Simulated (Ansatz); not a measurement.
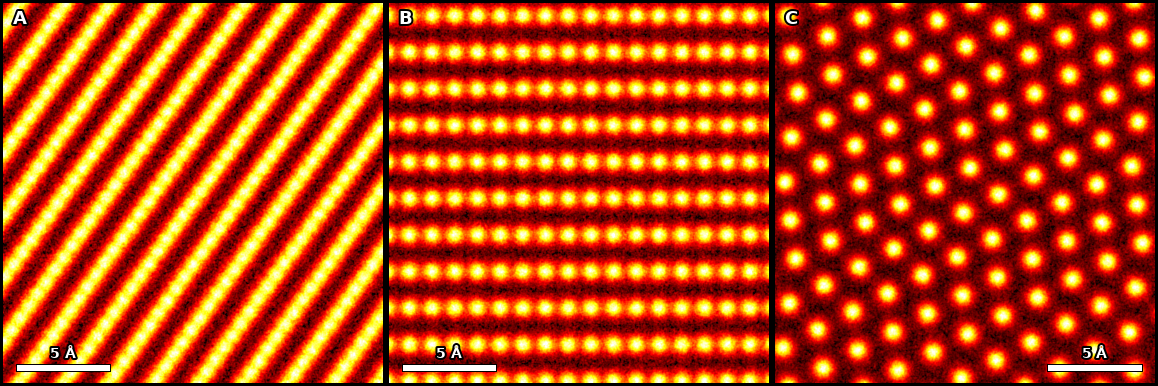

Three views of Fe (P6_3/mmc, No. 194) along different zone axes. Simulated as the projected potential of neutral atoms (B = 0.5 Å²) blurred by a 0.50 Å probe, the thin-sample limit of integrated differential phase contrast. The display is stretched by a gamma of 0.65; percentages refer to the linear signal. Shot noise was added. Structure used: the input geometry of a calculation; the starting structure was generated, so it need not be a known form of this composition.

```
CELL_PARAMETERS angstrom
2.45103 0.00000 0.00000
-1.22551 2.12265 0.00000
0.00000 0.00000 7.88939
ATOMIC_POSITIONS crystal
Fe 0.00000 0.00000 0.00000
Fe 0.00000 0.00000 0.50000
Fe 0.33333 0.66667 0.25000
Fe 0.66667 0.33333 0.75000
```

### Match the panels to the zone axes [100], [210] and [310].

A is [310]: projected cell 0.80 × 7.89 Å, 90°. B is [210]: projected cell 1.23 × 1.97 Å, 90°, plane group p2mm. C is [100]: projected cell 2.12 × 7.89 Å, 90°, plane group p2mg.
